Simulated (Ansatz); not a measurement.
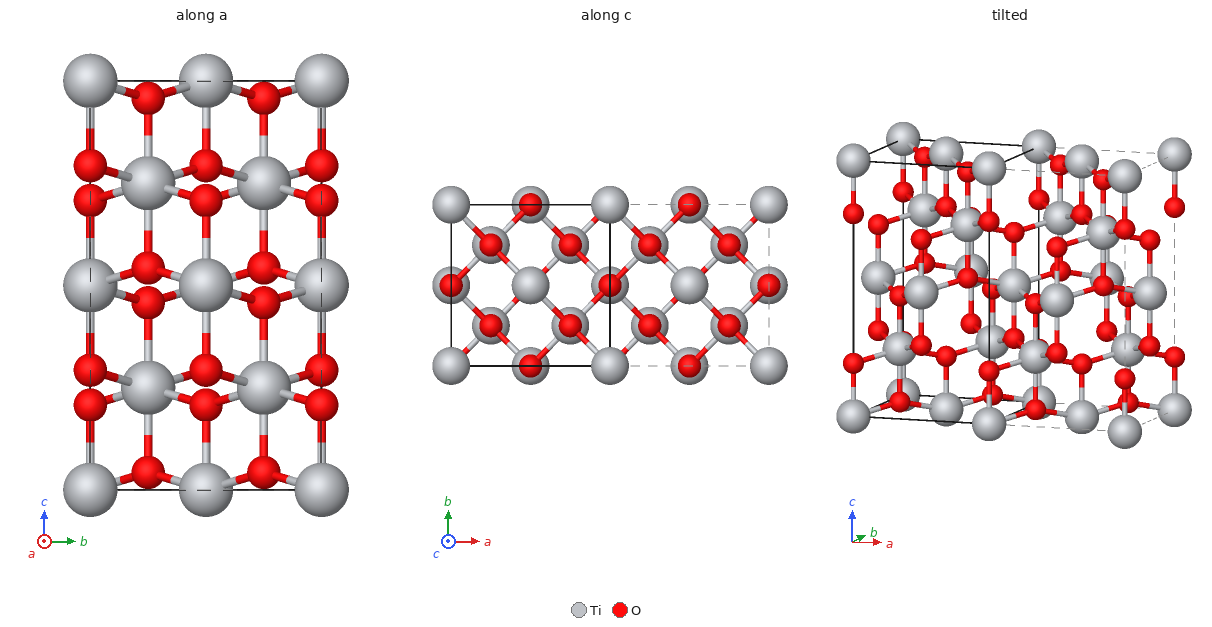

The image is a ball-and-stick drawing of a crystal, viewed along the a axis, along the c axis and slightly off an axis. The picture spans 2×1×1 cells, one conventional unit cell being drawn with solid lines.

The formula is TiO2. Space group Fddd (No. 70), lattice face-centred orthorhombic. Content of the cell: 8 Ti, 16 O (Z = 8). Ti bonds to six O. Each O has three Ti. Not all metal-metal contacts are counted. The bonds build a three-dimensional framework.

Provenance: a structure listed in the Materials Project. The cell was then strained or its atoms displaced on purpose. It went into a calculation with Ansatz.
